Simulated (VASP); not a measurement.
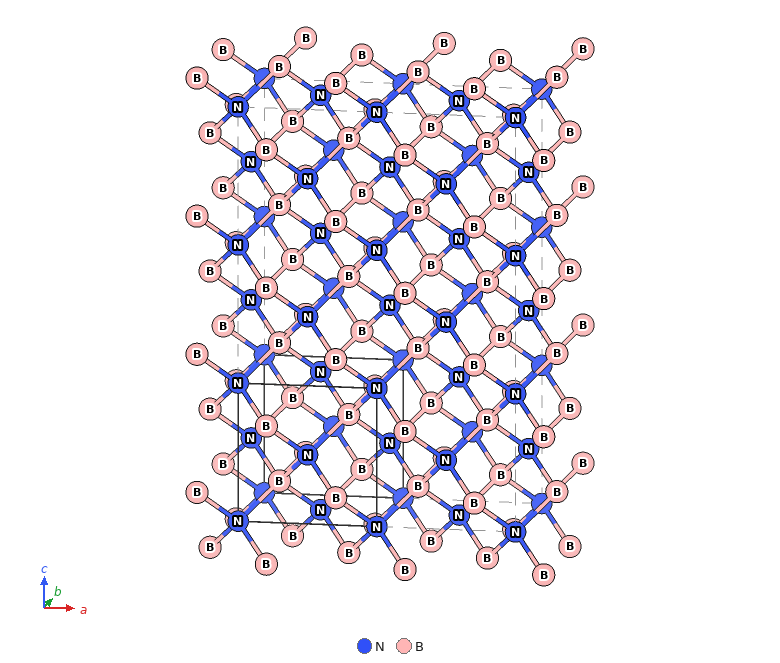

System BN (space group F-43m, No. 216); source of the atomic positions: coordinates from a relaxation with VASP Kohn-Sham DFT of a periodic cell, HSEsol, VASP PAW PBE potentials, recommended (VASP 6.6.1).

Bonds are taken as B–N below 1.7 Å; no other contact counts. Simplification: prune 0- and 1-connected atoms, fold 2-connected ones into links.

> What kind of net remains, and which atoms are its nodes?

A uninodal 4-connected, three-periodic net: N and B are 4-connected nodes.

> Which named net is it?

It is the dia net, known from diamond, zinc blende and cristobalite.

> Is the net interpenetrated?

It is a single net, without interpenetration.

> Give the point symbol of each node (shortest cycle at each angle).

N and B: 6⁶.

> How many nodes does the smallest cycle have?

Six.

The simplified net, drawn on the atoms' positions. Nodes are coloured by element. Short stubs are edges that leave the cut-out.

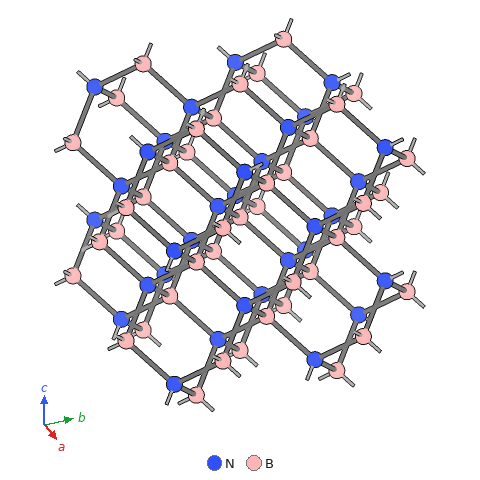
